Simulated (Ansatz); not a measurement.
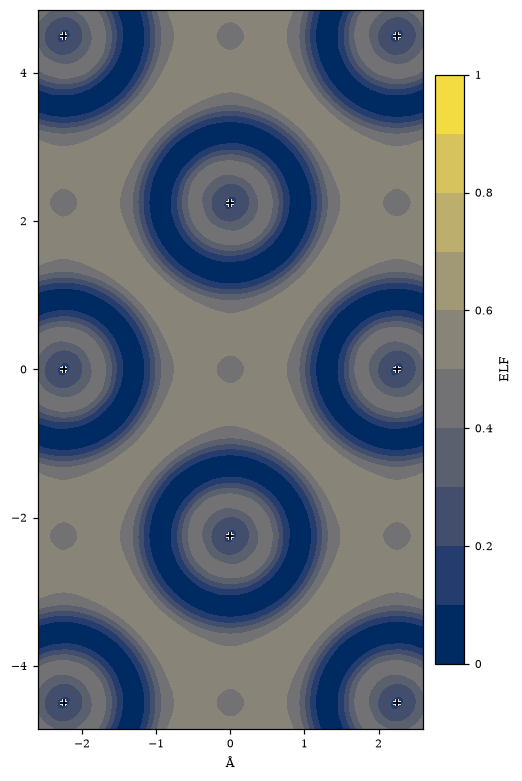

The ELF on a plane through atoms (crosses mark nuclei in the plane).

Level of theory: DFT, r2SCAN, plane waves (500 eV) with PAW, scalar-relativistic (Ansatz 0.2.0).

Candidates:
A. Ta, a = 2.89 Å, b = 2.89 Å, c = 5.13 Å, α = 90.00°, β = 90.00°, γ = 120.00°. Space group P6₃/mmc; set up as Ta, hcp; a generated structure, not necessarily the stable one.
B. Mg, a = 4.50 Å, b = 4.50 Å, c = 4.50 Å, α = 90.00°, β = 90.00°, γ = 90.00°. Space group Fm-3m; set up as Mg, fcc; a generated structure, not necessarily the stable one.
C. Pd, a = 2.59 Å, b = 2.59 Å, c = 2.59 Å, α = 90.00°, β = 90.00°, γ = 90.00°. Space group Pm-3m; set up as Pd, simple cubic; a generated structure, not necessarily the stable one.

### Which candidate gave the map?

Candidate B: Mg on the (100) plane of the conventional cell, which holds Mg. Mg–Mg (3.18 Å): the ELF reaches about 0.55 near the midpoint.
